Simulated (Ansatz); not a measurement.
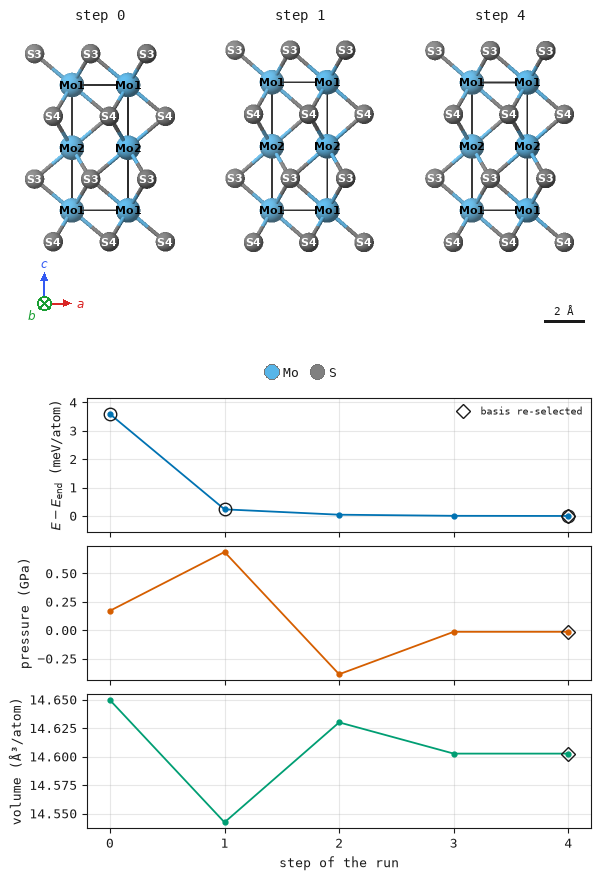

Frames of a relaxation of a crystal of MoS (built on the nickel arsenide type), marked on the history of the run. The picture is a ball-and-stick view of the cell of the calculation, seen along the b axis.

These are results of DFT PBE, scalar-relativistic, plane waves, PAW in Ansatz, not measurements. (plane-wave cutoff 420 eV; k-point mesh 12 × 12 × 8; occupations gaussian; smearing width 0.1 eV; no spin polarisation; cell and atoms relaxed; force threshold 0.01 eV/Å; at most 80 steps)

What happens along the run?

Answer. Over 3 accepted moves (4 points after the start) the energy falls by 3.6 meV per atom. All forces vanish by symmetry, so only the cell relaxes. Pressure: 0.17 GPa at the start and −0.01 GPa at the end. At 1 point the geometry stayed and the basis and grid were re-selected for the new cell (energy shift of less than 0.05 meV per atom at most each time). The atoms keep their places relative to the cell (all moves are under 0.005 Å). Cell: a = b 3.270 → 3.232 Å (−1.1 %), c 6.330 → 6.456 Å (+2.0 %). Volume −0.3 %. Some distances before and after: Mo1–S3 2.463 → 2.467 Å. The space group stays P6_3/mmc (No. 194). From step 0 to 1: volume −0.7 %, energy −3.4 meV per atom. From step 1 to 4: volume +0.4 %, energy −0.2 meV per atom.
